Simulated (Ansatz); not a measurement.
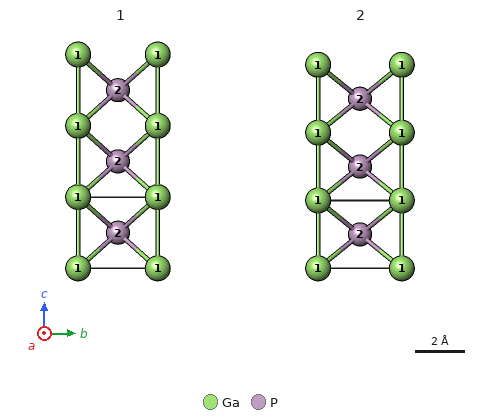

Two geometries of solid GaP (a generated structure, set up in P4/mmm), drawn at one scale. One is the start of a relaxation, the other its converged end. The picture is a ball-and-stick view of the cell of the calculation, repeated 1 × 1 × 3 with one cell outlined, seen along the a axis.

The calculation used Kohn-Sham DFT of a periodic cell, PBEsol0, Ansatz PAW in Ansatz 0.2.0. (plane-wave cutoff 420 eV; k-point mesh 4 × 4 × 5; occupations fermi-dirac; smearing width 0.05 eV; no spin polarisation; cell and atoms relaxed; force threshold 0.01 eV/Å; at most 40 steps)

Q: Which of the two is the end point?

A: Structure 1 is the relaxed one. The run lets cell and atoms move. The atoms keep their places relative to the cell (all moves are under 0.005 Å). The drawn cell changes as follows: a = b 3.457 → 3.288 Å (−4.9 %), c 2.803 → 2.944 Å (+5.1 %); the volume changes by −4.9 %. Among the contacts that change: Ga1–Ga1 2.803 → 2.944 Å, Ga1–P2 2.817 → 2.752 Å. The space group stays P4/mmm (No. 123). After 3 accepted moves (4 points after the start) the energy has fallen by 106 meV per atom. All forces vanish by symmetry, so only the cell relaxes. The pressure goes from −3.19 to 0.02 GPa. At 1 point the geometry stayed and the basis and grid were re-selected for the new cell (energy shift of 0.4 meV per atom at most each time). The run took 34 s on 1 × NVIDIA H100 80GB HBM3 with 2 threads of AMD EPYC 7R13 Processor (Zen 3), with other jobs on the host, peak memory 1.7 GiB.

Limits of the set-up: the k-point mesh is coarse for a cell with partly filled bands.
